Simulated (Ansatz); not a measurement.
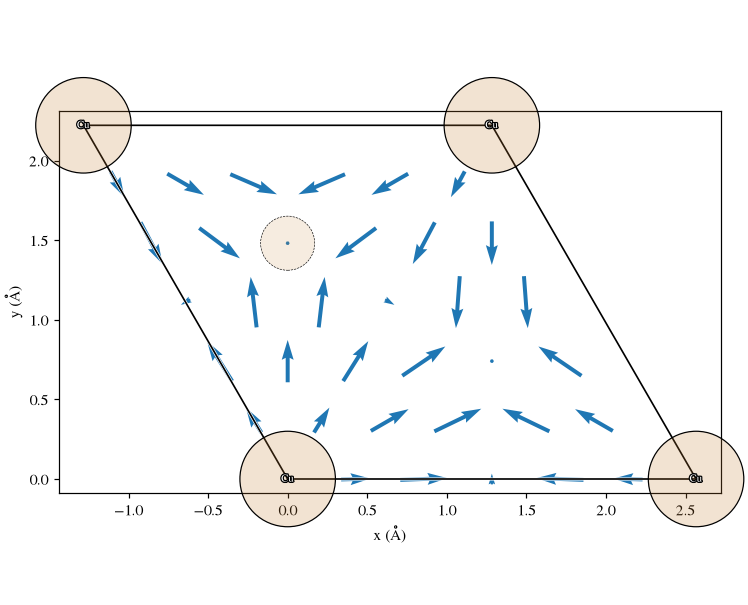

N on a Cu(111) slab cut from the Fm-3m phase, its upper half relaxed before the scan (12 atoms of substrate and one adsorbate in a 2 × 2 cell). N is moved over the surface cell; relaxed at each place: the height of the adsorbate's atoms; substrate rigid; the origin of the map has the adsorbate above Cu9. Places are given modulo a cell vector. The map is drawn in real space over the plane of the surface. The scan uses a 6 × 6 grid; 10 points were computed and 26 follow by symmetry. Places are given in fractions of the 1 × 1 surface cell. Computed with DFT PBE, scalar-relativistic, plane waves, PAW in Ansatz. Settings: cutoff 420 eV, k-mesh 6×6×1, gaussian smearing 0.1 eV, no spin polarisation.

The picture shows arrows along the force (downhill), their lengths compressed, labelled circles for the atoms of the top layer and small ones for the second layer, the outline of one cell of the plane.

### The arrows alone are given. Where are the wells?

The arrows converge at a threefold hollow over a third-layer Cu atom, (4/6, 2/6) of the cell vectors; a threefold hollow over a second-layer Cu atom, (2/6, 4/6) of the cell vectors (0.12 eV up) (read from the interpolated surface).

The energy map of the same scan:

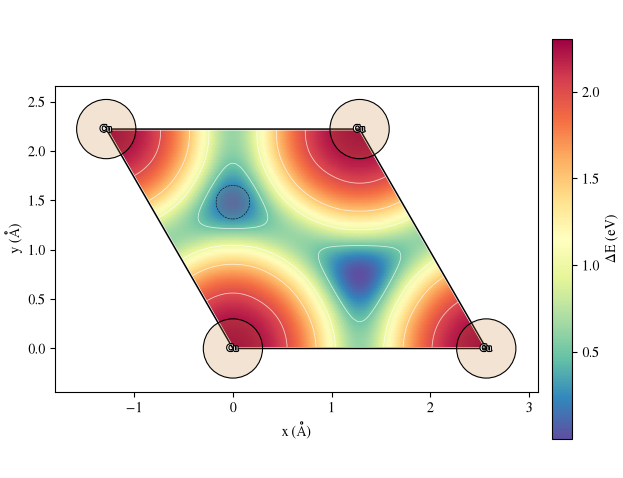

Energies are in eV, from the lowest grid point; between grid points the surface is interpolated.

PAW datasets: the set soft_1.
